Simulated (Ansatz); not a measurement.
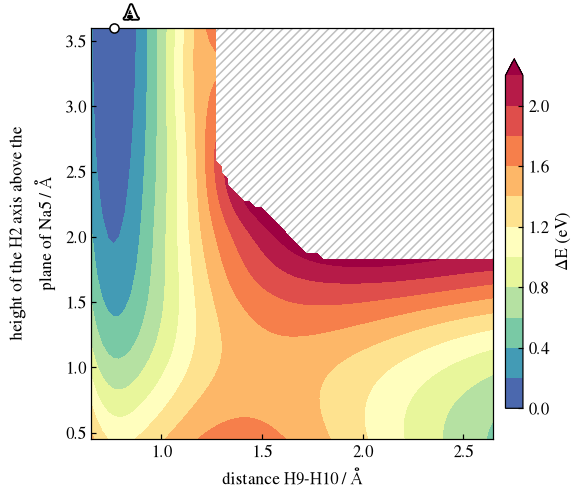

H₂ on a Na(110) slab cut from the Im-3m phase, its upper half relaxed before the scan (8 atoms of substrate and one adsorbate in a 2 × 2 cell). H2 lies flat over one site of a rigid substrate while its bond length and height are varied; it sits over a bridge site, heights counted from the top plane, its axis along the first surface vector. The first coordinate is: distance H9-H10; the second: height of the H2 axis above the plane of Na5. Grid: 8 × 9 points. At 15 points there is no value (left out: too close to the surface, or the stretched molecule far from it). Points are written as (first, second). Energies are in eV, from the lowest grid point. Theory: DFT PBE, scalar-relativistic, plane waves, PAW in Ansatz 0.2.0. Settings: cutoff 420 eV, k-mesh 4×4×1, gaussian smearing 0.1 eV, no spin polarisation.

In the figure: filled contours, one colour for all values above the top of the scale, hatched blanks where no value was computed, the point A. Between grid points the surface is interpolated.

Find the lowest path from A to the other arm of the map, and its barrier.

The easiest path runs from the intact molecule far from the surface, (0.750 Å, 3.60 Å), to the stretched end of the scan, (2.650 Å, 0.45 Å). Its highest point, at about (1.52 Å, 0.95 Å), lies about 1.5 eV above the start and 0.94 eV above the end on the interpolated surface. An end on the edge of the scan is no minimum, so the barrier from there is a lower bound.

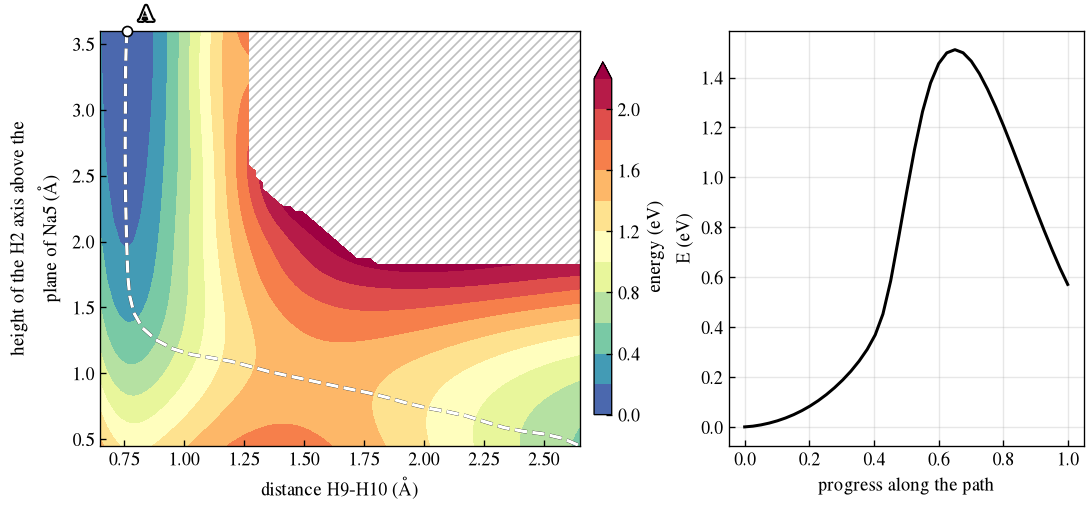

In the figure: filled contours, a line along the lowest path, one colour for all values above the top of the scale, hatched blanks where no value was computed, the energy along the path at the right. Between grid points the surface is interpolated.
